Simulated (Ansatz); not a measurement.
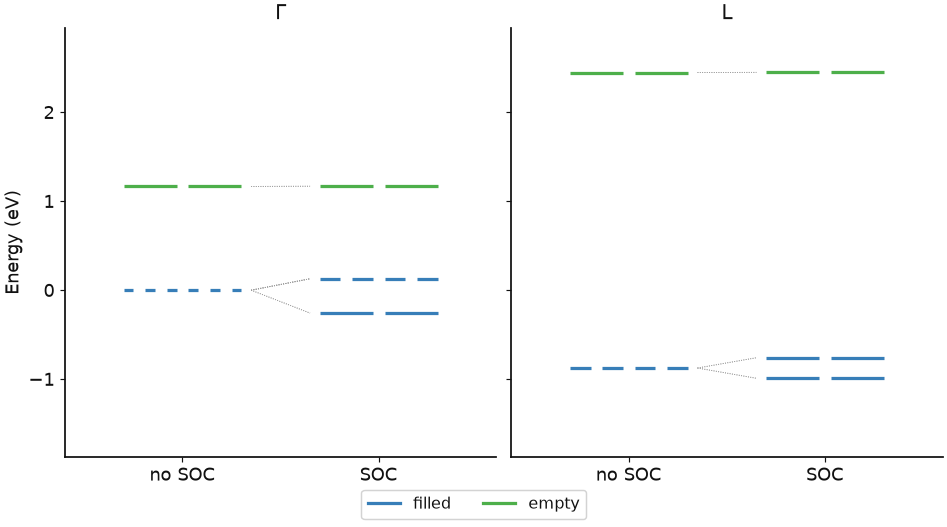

Levels at Γ and L, each bar one state with spin counted. Zero is the valence top without spin-orbit coupling, and the two sets are aligned on the mean of the six top valence states at Γ.

System: zincblende ZnSe, space group F-43m (No. 216), 2 atoms in the primitive cell; cubic a = 5.668 Å. Run without spin-orbit coupling: PBEsol, Ansatz PAW, 6×6×6 k mesh, 420 eV cutoff, fixed occupations (Ansatz 0.2.0). Run with it: PBEsol, Ansatz PAW, 6×6×6 k mesh, 420 eV cutoff, Fermi-Dirac smearing of 0.05 eV (Ansatz). Neither carries moments.

Question: How does spin-orbit coupling split the valence top at Γ?

Answer: The threefold valence top at Γ (six states with spin) splits into a fourfold level on top and a twofold one 0.39 eV below it, the split-off level.

Question: What happens to the direct gaps?

Answer: The vertical gap goes from 1.17 to 1.04 eV at Γ and from 3.32 to 3.21 eV at L. A third of the splitting is 0.13 eV, which accounts for the change at Γ: the fourfold level rises by about that much.

Question: And the smallest gap over all k points computed?

Answer: It narrows from 1.17 eV (valence top at Γ, conduction bottom at Γ) to 1.04 eV.

The PAW data sets were made with another functional. LDA, GGA and most meta-GGA functionals understate gaps.
